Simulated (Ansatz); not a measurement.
## Rh: single-point calculation (part 2 of 2)

Continued. System: Rh (slab, 16 atoms in the cell). Method: DFT PBE, scalar-relativistic, plane waves, PAW, no spin polarisation (Ansatz 0.2.0); cutoff 420 eV, 6×6×1 k-mesh, Gaussian smearing of 0.1 eV. The structure derives from an entry of the Crystallography Open Database. It belongs to a series of runs on one base structure; here: the slab alone at its places under the adsorbate.

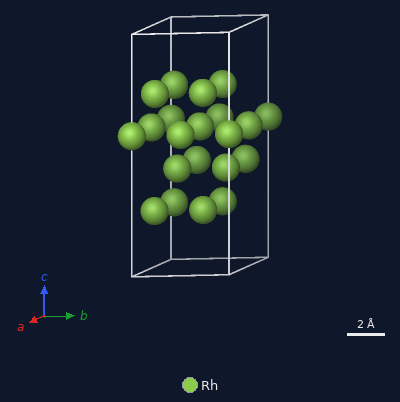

*The input geometry (spheres-only view of the cell of the calculation, with the vacuum cut short, seen slightly off an axis). An atom can appear more than once, as a periodic image.*

Output, continued
```
  k-point 1: bands = ["-75.1609", "-75.1069", "-75.0813", "-75.0698", "-75.0650", "-75.0561", "-75.0475", "-75.0455", "-74.6108", "-74.5990", "-74.5498", "-74.5461", "-74.5355", "-74.5314", "-74.5274", "-74.5250", "-43.3024", "-43.2979", "-43.2838", "-43.2647", "-43.2616", "-43.2598", "-43.2512", "-43.0483", "-43.0311", "-43.0258", "-42.9625", "-42.9481", "-42.9315", "-42.9240", "-42.8897", "-42.8857", "-42.8684", "-42.8202", "-42.8167", "-42.7850", "-42.7563", "-42.7513", "-42.7434", "-42.7390",
      "-42.7351", "-42.7345", "-42.7308", "-42.7179", "-42.7121", "-42.6799", "-42.4100", "-42.4074", "-42.4003", "-42.3996", "-42.3787", "-42.3706", "-42.3321", "-42.3088", "-42.2952", "-42.2927", "-42.2903", "-42.2836", "-42.2767", "-42.2744", "-42.2694", "-42.2638", "-42.2633", "-42.2562", "-3.4487", "-2.3096", "-2.1281", "-2.0708", "-2.0671", "-1.9358", "-1.8587", "-1.8285", "-1.8262", "-1.7511", "-1.7413", "-1.7365", "-1.5879", "-1.3636", "-1.2688", "-1.2680",
      "-1.0768", "-0.9714", "-0.9624", "-0.6339", "-0.6332", "-0.6146", "0.1989", "0.2126", "0.3557", "0.4200", "0.5618", "0.5907", "0.6110", "0.6213", "0.6371", "0.9003", "0.9690", "0.9777", "0.9868", "1.0120", "1.0255", "1.1460", "1.2495", "1.4333", "1.5544", "1.5936", "1.5968", "1.6120", "1.6161", "1.7577", "1.7636", "2.0929", "2.1978", "2.3947", "2.3990", "2.6256", "2.6261", "2.9111", "3.0763", "3.1182",
      "3.1282", "3.1972", "3.2778", "3.2792", "3.2820", "3.3024", "3.5604", "3.5606", "3.5852", "3.7650", "3.8239", "3.9060", "3.9139", "4.0092", "4.0548", "4.0665", "4.0814", "4.1479", "4.1535", "4.2358", "4.3317", "4.4031", "4.4038", "4.5447", "4.5739", "4.5921", "4.5938", "4.6196", "4.8702", "5.6097", "5.9558", "6.2559", "6.2605", "6.7414", "7.2066", "7.2073", "7.8315", "7.8343", "8.9709", "8.9950",
      "9.0217", "9.1306", "9.1400", "9.6365"]
  k-point 2: bands = ["-75.1450", "-75.1031", "-75.0892", "-75.0738", "-75.0651", "-75.0608", "-75.0509", "-75.0455", "-74.5981", "-74.5856", "-74.5608", "-74.5486", "-74.5461", "-74.5314", "-74.5279", "-74.5269", "-43.2521", "-43.2462", "-43.2308", "-43.2213", "-43.2168", "-43.1997", "-43.1811", "-43.0446", "-43.0332", "-43.0325", "-42.9768", "-42.9630", "-42.9563", "-42.9062", "-42.8968", "-42.8946", "-42.8698", "-42.8635", "-42.8411", "-42.8323", "-42.8104", "-42.7684", "-42.7581", "-42.7126",
      "-42.7041", "-42.7014", "-42.6983", "-42.6947", "-42.6576", "-42.6388", "-42.4605", "-42.4564", "-42.4500", "-42.4489", "-42.3909", "-42.3857", "-42.3553", "-42.3466", "-42.3198", "-42.3011", "-42.2982", "-42.2915", "-42.2869", "-42.2827", "-42.2806", "-42.2736", "-42.2688", "-42.2647", "-2.8073", "-1.8700", "-1.7810", "-1.7580", "-1.6630", "-1.6574", "-1.4270", "-1.4027", "-1.4019", "-1.3800", "-1.3126", "-1.3109", "-1.1299", "-1.0512", "-0.8699", "-0.8552",
      "-0.8209", "-0.4548", "-0.4389", "-0.3993", "-0.3813", "-0.3588", "-0.0659", "-0.0294", "-0.0206", "0.2332", "0.2655", "0.4900", "0.6878", "0.6887", "0.8676", "0.9317", "0.9810", "0.9867", "1.0015", "1.0203", "1.0727", "1.0842", "1.1601", "1.1666", "1.2589", "1.4020", "1.4241", "1.4544", "1.4657", "1.7835", "1.8342", "2.0159", "2.0692", "2.0864", "2.1424", "2.1466", "2.2378", "2.2454", "2.3856", "2.4193",
      "2.4929", "2.5057", "2.5549", "2.8641", "2.9586", "2.9657", "2.9859", "2.9913", "3.0871", "3.2355", "3.2464", "3.2835", "3.3573", "3.3785", "3.4646", "3.6722", "3.7537", "3.7619", "3.8229", "3.9239", "3.9282", "3.9394", "4.1432", "4.2633", "4.2863", "4.2864", "4.3479", "4.5459", "4.5527", "5.7323", "5.9789", "6.8081", "6.8133", "7.3687", "7.3704", "7.4436", "8.2338", "8.4552", "8.4570", "9.5644",
      "9.5923", "10.2404", "10.2535", "10.2582"]
  k-point 12: bands = ["-75.1276", "-75.1169", "-75.0855", "-75.0732", "-75.0680", "-75.0651", "-75.0517", "-75.0454", "-74.5857", "-74.5724", "-74.5685", "-74.5656", "-74.5464", "-74.5314", "-74.5280", "-74.5275", "-43.2174", "-43.2120", "-43.1997", "-43.1935", "-43.1912", "-43.1861", "-43.0663", "-43.0575", "-43.0563", "-43.0544", "-42.9658", "-42.9530", "-42.9467", "-42.9464", "-42.9378", "-42.9360", "-42.8859", "-42.8727", "-42.8673", "-42.8624", "-42.8060", "-42.8005", "-42.7340", "-42.7288",
      "-42.6861", "-42.6749", "-42.6720", "-42.6686", "-42.5533", "-42.5203", "-42.5174", "-42.5078", "-42.4948", "-42.4829", "-42.4823", "-42.4772", "-42.3306", "-42.3155", "-42.3123", "-42.3121", "-42.3119", "-42.3037", "-42.2930", "-42.2911", "-42.2903", "-42.2731", "-42.2686", "-42.2649", "-2.0985", "-2.0866", "-1.5175", "-1.5069", "-1.3460", "-1.3436", "-1.2202", "-1.2141", "-1.1692", "-1.1577", "-0.9303", "-0.9279", "-0.7173", "-0.6886", "-0.6178", "-0.6090",
      "-0.5440", "-0.5289", "-0.2657", "-0.2641", "-0.1468", "-0.1137", "-0.1064", "-0.0890", "-0.0435", "-0.0412", "0.1986", "0.2121", "0.4552", "0.4559", "0.7415", "0.7415", "0.7481", "0.7638", "1.0341", "1.0591", "1.2675", "1.3011", "1.3217", "1.3382", "1.4374", "1.4414", "1.4588", "1.4630", "1.4968", "1.4982", "1.5683", "1.5817", "1.6857", "1.6996", "1.7763", "1.8089", "2.0112", "2.0328", "2.1314", "2.1418",
      "2.2850", "2.2948", "2.3899", "2.4031", "2.6675", "2.7200", "2.7709", "2.7717", "2.8577", "2.8791", "2.9828", "3.0518", "3.0742", "3.0780", "3.0999", "3.1363", "3.2398", "3.2756", "3.7321", "3.7439", "3.9062", "3.9166", "4.2911", "4.2985", "4.3148", "4.3150", "4.5437", "4.5527", "4.8700", "4.8877", "6.9616", "6.9665", "7.0959", "7.1219", "7.4944", "7.4973", "8.6793", "8.6812", "8.9103", "8.9359",
      "10.4722", "10.4751", "10.5878", "10.6020"]
```

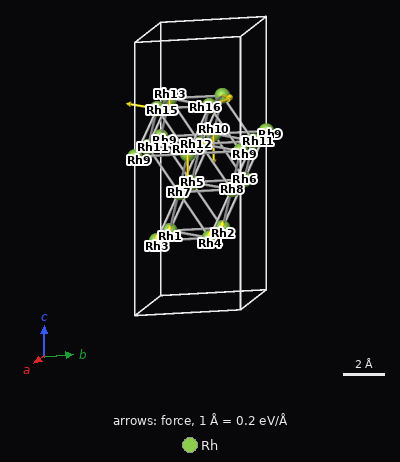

*Forces on the atoms as yellow arrows (ball-and-stick view of the cell of the calculation, with the vacuum cut short, seen slightly off an axis; atoms are numbered from 1 in the order of the input); the smallest are left out.*

The largest act on Rh14, Rh15, Rh16 (0.32 eV/Å); Rh10 (0.31 eV/Å); Rh13 (0.13 eV/Å). The geometry is not a stationary point of this energy.

The run was set up as follows.

Input
```yaml
crystal:
  lattice:
    - [5.3783956, 0.0, 0.0]
    - [-2.6891978, 4.65782722, 0.0]
    - [0.0, 0.0, 27.1271624224]
  atoms:
    - { symbol: Rh, position: [0.333333335, 0.166666665, 0.331770786] }
    - { symbol: Rh, position: [0.333333335, 0.6666666651, 0.331770786] }
    - { symbol: Rh, position: [0.8333333349, 0.166666665, 0.331770786] }
    - { symbol: Rh, position: [0.8333333349, 0.666666665, 0.331770786] }
    - { symbol: Rh, position: [0.166666665, 0.333333335, 0.4127125689] }
    - { symbol: Rh, position: [0.166666665, 0.8333333351, 0.4127125689] }
    - { symbol: Rh, position: [0.6666666649, 0.333333335, 0.4127125689] }
    - { symbol: Rh, position: [0.666666665, 0.8333333351, 0.4127125689] }
    - { symbol: Rh, position: [0.0006903101, 0.0002978814, 0.4932739974] }
    - { symbol: Rh, position: [4.87476e-05, 0.4999512525, 0.4937657505] }
    - { symbol: Rh, position: [0.4997128725, 0.0002871274, 0.4932698381] }
    - { symbol: Rh, position: [0.4997021186, 0.4993096899, 0.4932739974] }
    - { symbol: Rh, position: [0.3333700658, 0.1666299342, 0.5746285585] }
    - { symbol: Rh, position: [0.3286762056, 0.6642835464, 0.5738685701] }
    - { symbol: Rh, position: [0.8357164535, 0.1713237943, 0.5738685701] }
    - { symbol: Rh, position: [0.8357133052, 0.6642866948, 0.5738831471] }
basis:
  ecutwfc: 420.0
  fft_grid_basis: typed
kpoints:
  mp_grid: { grid: [6, 6, 1] }
hamiltonian:
  xc: pbe
  pseudopotentials: { kind: paw }
scf:
  occupations: { method: gaussian, width: 0.1 }
output:
  forces: true
  eigenvalues: true
  write_density: true
  volumetric_format: npy
efield:
  axis: 3
  dipole_correction: true
  ramp_width: 0.04
```

Command:
```bash
ansatz run input.yaml --threads 4 --pin off --max-ram 8847MiB --backend cpu --events-out ev --progress --plain --runs-dir out
```

Results in brief

| quantity | value |
| --- | --- |
| outcome | converged |
| electrons treated | 272 |
| free energy | −102439.8306 eV |
| work function, top face | 5.15 eV |
| work function, bottom face | 5.15 eV |
| Fermi energy | 3.784 eV |
| gap on the k-point mesh | none (metallic) |
| work function (upper face) | 5.15 eV |
| largest force (length of the vector) | 0.319 eV/Å |
| hardware | 4 threads of Arm Neoverse V1, 24 GiB of memory available, shared host |
| wall time | 48 s (CPU time 3.1 min) |
| peak memory | 2.5 GiB |
